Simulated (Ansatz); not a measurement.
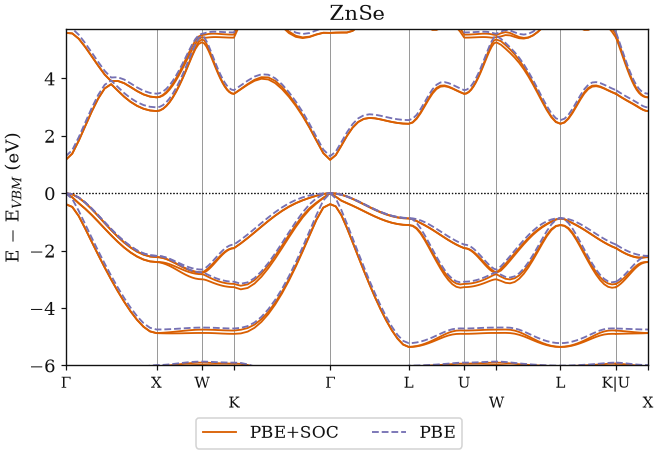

Band structures of zincblende ZnSe, space group F-43m, 2 atoms in the primitive cell (cubic a = 5.668 Å), by two methods on the same cell. Each is counted from its own valence-band top.

### How do the methods compare?

PBE+SOC gives a gap of 1.16 eV along the path and PBE gives a gap of 1.29 eV along the path.

Settings. PBE+SOC: Ansatz PAW, spin-orbit coupling, no magnetisation, 6×6×6 k mesh, 420 eV cutoff, Fermi-Dirac smearing of 0.05 eV (Ansatz). PBE: Ansatz PAW, no spin polarisation, no spin-orbit coupling, 8×8×8 k mesh, 420 eV cutoff, Fermi-Dirac smearing of 0.05 eV (Ansatz 0.2.0).

LDA, GGA and most meta-GGA functionals understate gaps.
